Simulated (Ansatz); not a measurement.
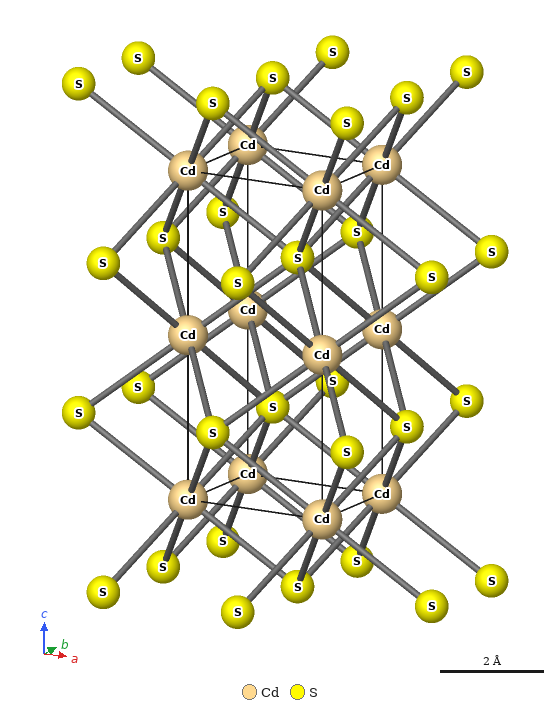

The crystal in a ball-and-stick representation, seen slightly off an axis. The conventional unit cell is drawn as a box. Some atoms of the next cells are drawn as well. Cell: a = 3.88 Å, b = 3.88 Å, c = 6.48 Å, α = 90.00°, β = 90.00°, γ = 120.00°.

The structure comes from a structure type filled with these elements by a generator (whether the compound takes this form wasn't checked). Earlier steps of the study may have refined or changed the cell and positions. It was run through Ansatz as a DFT input.

**What is this?**

Its composition is CdS. Its lattice is primitive hexagonal, its space group P6_3/mmc (No. 194). The structure is of the kind named nickel arsenide (NiAs) type. With Z = 2, the cell contains 2 Cd, 2 S. About every Cd there are six S in an octahedral arrangement at about 2.8 Å. Each S has six Cd in a distorted trigonal prismatic arrangement at about 2.8 Å. The bonds build a three-dimensional framework.

The numbers come from DFT PBE, scalar-relativistic, plane waves, PAW (Ansatz), using a plane-wave cutoff of 420 eV, 12×12×6 k-mesh, Gaussian smearing of 0.02 eV, no spin polarisation.

**Does it come out as a metal, or with a gap?**

A semiconductor at this level, with a gap of 0.55 eV, direct.

**What are the atomic charges by Bader's partition?**

Cd +0.91 e; S -0.91 e.

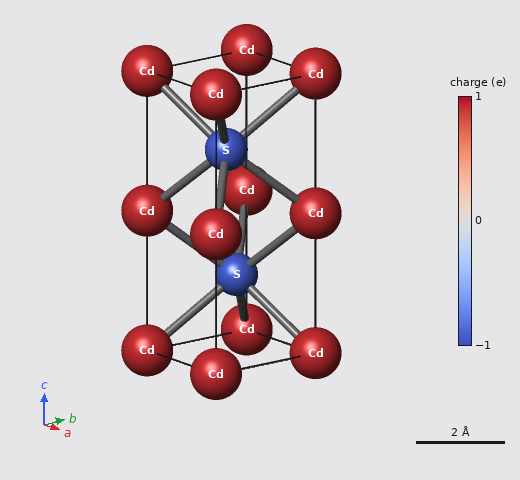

The atoms coloured by those charges. The run's cell of 4 atoms is drawn.

**Is this an equilibrium geometry for the method given?**

Yes. All forces vanish to within 0.01 eV/Å. The pressure is 0.0 GPa, close to zero.
